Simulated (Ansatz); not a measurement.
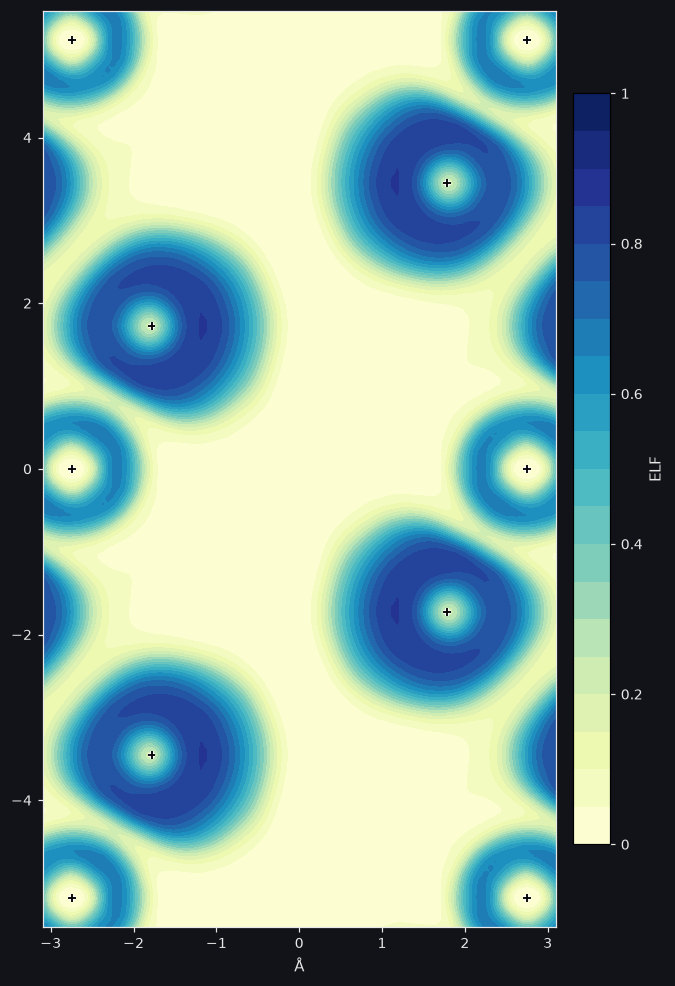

The electron localisation function on a plane through atoms (crosses mark nuclei in the plane).

The calculation used DFT, PBE, PAW with Ansatz's default frozen-core files, scalar-relativistic in Ansatz 0.2.0.

Candidates:
A. O, a = 2.00 Å, b = 2.00 Å, c = 2.00 Å, α = 90.00°, β = 90.00°, γ = 90.00°. Space group Pm-3m.
B. TiO2, a = 2.99 Å, b = 2.99 Å, c = 5.49 Å, α = 90.00°, β = 90.00°, γ = 120.00°. Space group P-3m1; computed without spin polarisation.

> Which candidate gave the map?

Candidate B: TiO2 on the (110) plane of the conventional cell, which holds Ti and O. Ti–O (1.98 Å): the ELF peaks at about 0.80 in the valence shell of O, 0.6 Å from its nucleus, and is about 0.20 at the midpoint; no shared electron pair shows on this line.
